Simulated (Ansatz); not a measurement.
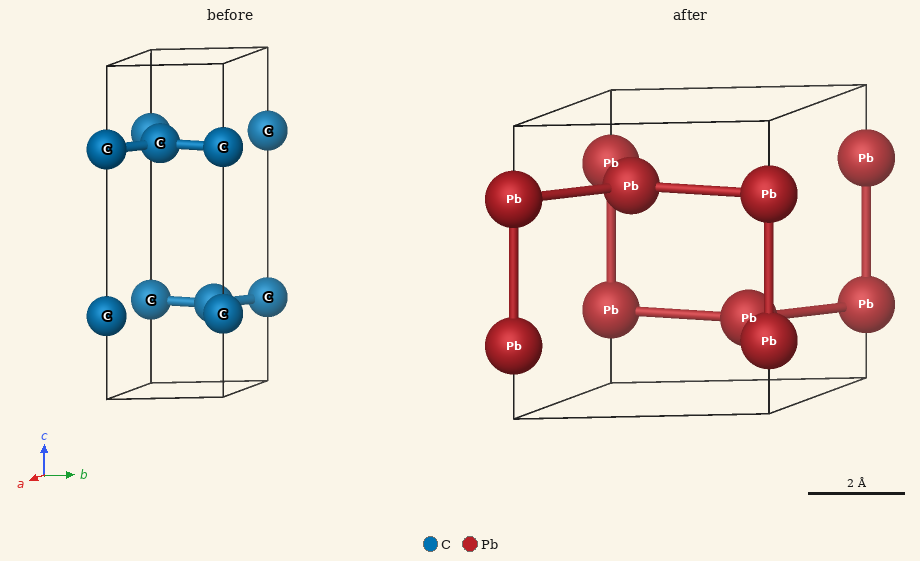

Left: solid C (set up in P6_3/mmc). Right: the same structure after one change, at the same scale. A ball-and-stick model of the cell of the calculation, seen slightly off an axis.

The calculation used Ansatz, DFT r2SCAN, scalar-relativistic, plane waves, PAW. Set-up: plane-wave cutoff 500 eV; occupations gaussian; smearing width 0.1 eV; no spin polarisation. The k-mesh is chosen for each cell (18×18×6, 12×12×8).

What distinguishes the right structure from the left one?

Answer. Every carbon atom is replaced by lead, which gives Pb. Cell and atoms are relaxed again (to zero pressure within 0.1 GPa, forces under 0.01 eV/Å).

And its effect?

Answer. The volume per atom goes from 9.19 to 38.71 Å³. The drawn cell changes as follows: a = b 2.456 → 5.377 Å (+119.0 %), c 7.036 → 6.184 Å (−12.1 %); the volume changes by +321.3 %. The space group stays P6_3/mmc (No. 194). It is metallic before and after.

Limits of the set-up: layers or molecules are held without a dispersion correction, so their spacing is unreliable.
